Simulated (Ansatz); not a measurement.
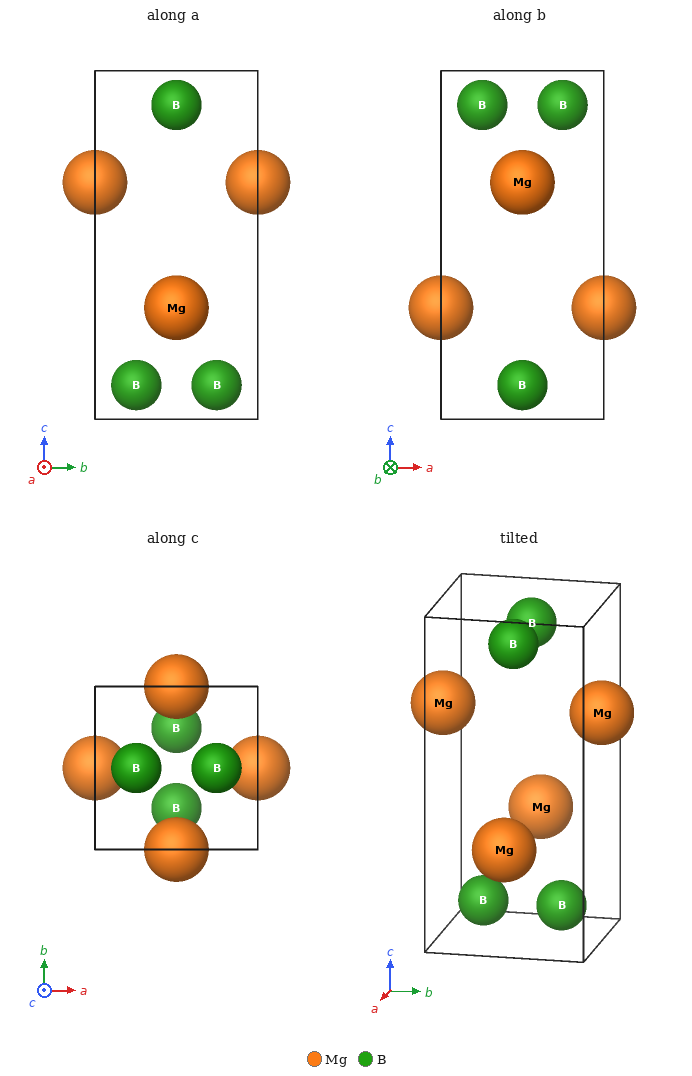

Spheres-only drawing of the structure, looking along the a axis, along the b axis, along the c axis and slightly off an axis. The parallelepiped is the conventional unit cell.

Lattice parameters: a = 3.311 Å, b = 3.311 Å, c = 7.081 Å, α = 90.00°, β = 90.00°, γ = 90.00°.

Give the structure in the form of a table of Wyckoff sites, with free fractional coordinates to two decimals.

Space group P-4m2 (No. 115).
```tsv
atom	site	x	y	z
Mg	2g	0.00	0.50	0.32
B	4k	0.50	0.25	0.10
```

The structure was taken from a random cell made by a generator, so it need not be a real form of the compound. The final geometry of a relaxation with DFT PBE, scalar-relativistic, plane waves, PAW in Ansatz is shown.
